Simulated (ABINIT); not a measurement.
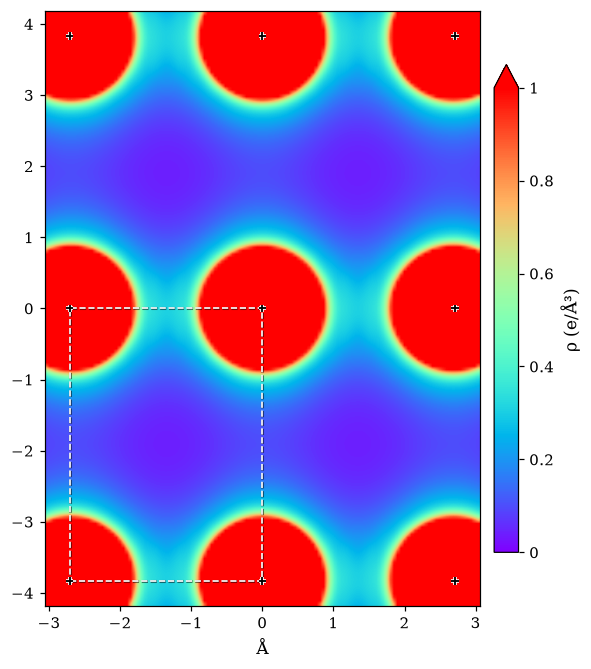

The valence electron density on a plane through atoms (crosses mark nuclei in the plane).

Theory: ABINIT 10.8.3, Kohn-Sham DFT of a periodic cell, PBE, JTH PAW PBE v2.0.

Candidates:
A. PtS2, a = 3.61 Å, b = 3.61 Å, c = 5.04 Å, α = 90.00°, β = 90.00°, γ = 120.00°. Space group P-3m1; not relaxed (largest force 0.8 eV/Å); computed pressure about 5 GPa in this cell.
B. Ge, a = 2.71 Å, b = 2.71 Å, c = 2.71 Å, α = 90.00°, β = 90.00°, γ = 90.00°. Space group Pm-3m; a generated structure, not necessarily the stable one.
C. SiO2, a = 5.06 Å, b = 5.06 Å, c = 5.54 Å, α = 90.00°, β = 90.00°, γ = 120.00°. Space group P6₄22; a structure from a database of computed crystals, not necessarily the ambient phase; computed pressure about 3 GPa in this cell.

Which system is this?

Answer. Candidate B: Ge on the (110) plane of the conventional cell, which holds Ge. Ge–Ge (2.71 Å): ρ at the midpoint is about 0.31 e/Å³.
